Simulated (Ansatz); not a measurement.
Ga4AsP3

```cif
data_structure
_symmetry_space_group_name_H-M 'P 1'
_symmetry_Int_Tables_number 1
_cell_length_a 5.5040
_cell_length_b 5.5040
_cell_length_c 11.0058
_cell_angle_alpha 90.000
_cell_angle_beta 90.000
_cell_angle_gamma 90.000
_cell_volume 333.40
loop_
_atom_site_label
_atom_site_type_symbol
_atom_site_fract_x
_atom_site_fract_y
_atom_site_fract_z
_atom_site_occupancy
P1 P 0.50000 0.00000 0.25000 1
P2 P 0.00000 0.50000 0.75000 1
Ga1 Ga 0.25597 0.74403 0.12711 1
Ga2 Ga 0.75597 0.24403 0.62711 1
P3 P 0.00000 0.00000 0.50000 1
P4 P 0.50000 0.50000 0.00000 1
Ga3 Ga 0.25597 0.25597 0.87289 1
Ga4 Ga 0.75597 0.75597 0.37289 1
P5 P 0.00000 0.50000 0.25000 1
P6 P 0.50000 0.00000 0.75000 1
Ga5 Ga 0.74403 0.25597 0.12711 1
Ga6 Ga 0.24403 0.75597 0.62711 1
As1 As 0.00000 0.00000 0.00000 1
As2 As 0.50000 0.50000 0.50000 1
Ga7 Ga 0.24403 0.24403 0.37289 1
Ga8 Ga 0.74403 0.74403 0.87289 1
```

Space group I-42m; started from the ordered alloy on zincblende lattice prototype, which need not be the ambient phase; computed pressure about 3 GPa in this cell.

The calculation used Ansatz 0.2.0, DFT, PBE with spin-orbit coupling, plane waves, PAW.

Core electrons are frozen (PAW), and the valence fields are smoothed inside the atomic spheres.

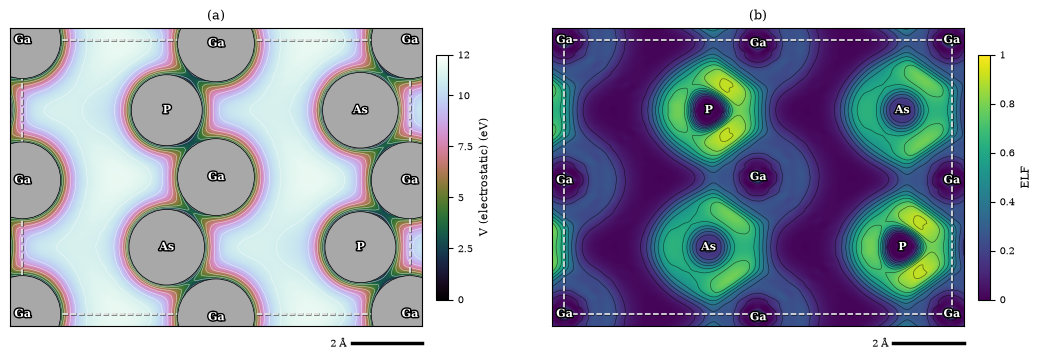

Figure 1. (a) electrostatic potential (local pseudopotential plus Hartree) felt by an electron; (b) electron localisation function on the (110) plane of the conventional cell. Grey discs cover the atomic cores in the potential map.

> Interpret the plot.

The section cuts through Ga, P and As sites. Ga–P (2.36 Å): the ELF peaks at about 0.90 in the valence shell of P, 0.8 Å from its nucleus, and is about 0.75 at the midpoint. Ga–As (2.43 Å): the ELF peaks at about 0.80 between the atoms, as expected for a shared electron pair. Outside the cores the potential energy rises away from the atoms and is highest about 2.4 Å from the nearest atoms; its zero is arbitrary.

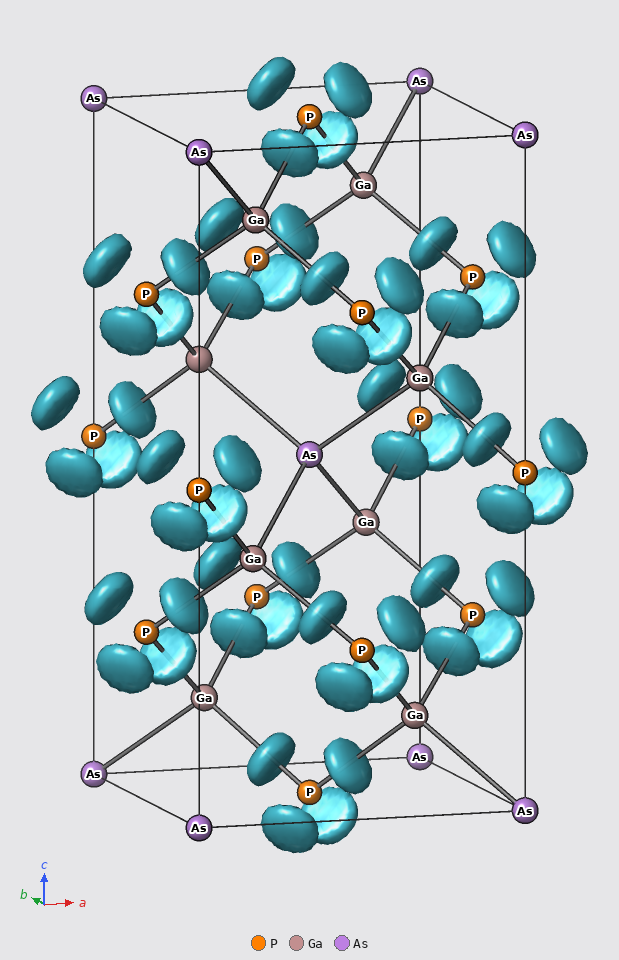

Figure 2. Isosurface of the ELF at 0.85 (cyan), seen slightly off an axis. Core shells and regions of very low density are left out. Sticks mark near contacts.

> Describe the localisation domains.

The surface consists of 24 lobes of the valence shell of P pointing towards Ga (polar bonds), counted in one cell of 16 atoms. Regions shared between cells count once.

> Does the calculation make it a metal, or give it a gap?

It is gapped, with a Kohn–Sham gap of 1.4 eV on the k-point mesh (the band edges may lie off the mesh, which would make the gap smaller).
